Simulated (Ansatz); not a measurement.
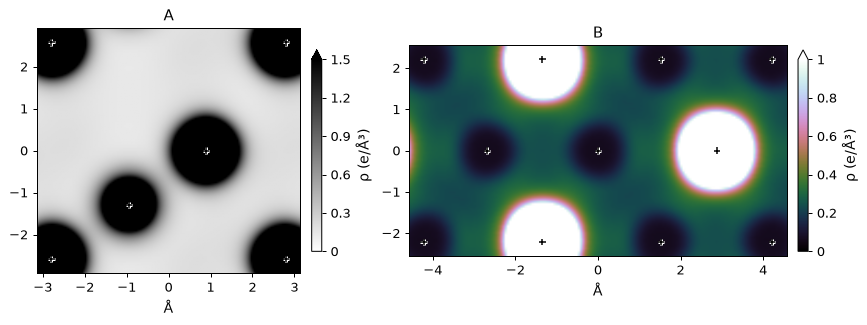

The valence electron density of 2 systems, each on a plane through atoms (crosses mark nuclei in the plane).

The calculation used Ansatz, DFT PBEsol, scalar-relativistic, plane waves, PAW.

System 1: Al$_{2}$Ru, the (11̄0) plane of the conventional cell. Space group I4/mmm; a structure from a database of computed crystals, not necessarily the ambient phase; computed without spin polarisation.

```
Al Ru
1.0
     3.12084    0.00000    0.00000
     0.00000    3.12084    0.00000
     0.00000    0.00000    8.44361
Al Ru
4 2
Cartesian
  0.0000 0.0000 5.5660
  1.5604 1.5604 1.3442
  0.0000 0.0000 2.8776
  1.5604 1.5604 7.0994
  0.0000 0.0000 0.0000
  1.5604 1.5604 4.2218
```

System 2: Zr$_{3}$O, the (010) plane of the conventional cell. Space group P6₃22.

```
Zr O
1.0
     5.58339    0.00000    0.00000
    -2.79170    4.83536    0.00000
     0.00000    0.00000    5.15593
Zr O
6 2
Direct
  0.33939 0.00000 0.00000
  0.33939 0.33939 0.50000
  0.00000 0.33939 0.00000
  0.66061 0.00000 0.50000
  0.66061 0.66061 0.00000
  0.00000 0.66061 0.50000
  0.33333 0.66667 0.25000
  0.66667 0.33333 0.75000
```

Which map belongs to which system?

Answer. Panel A is system 2, Zr$_{3}$O: the plane holds Zr and O. Zr–O (2.25 Å): ρ at the midpoint is about 0.44 e/Å³. Panel B is system 1, Al$_{2}$Ru: the plane holds Al and Ru. Al–Ru (2.58 Å): ρ is about 0.37 e/Å³ halfway.
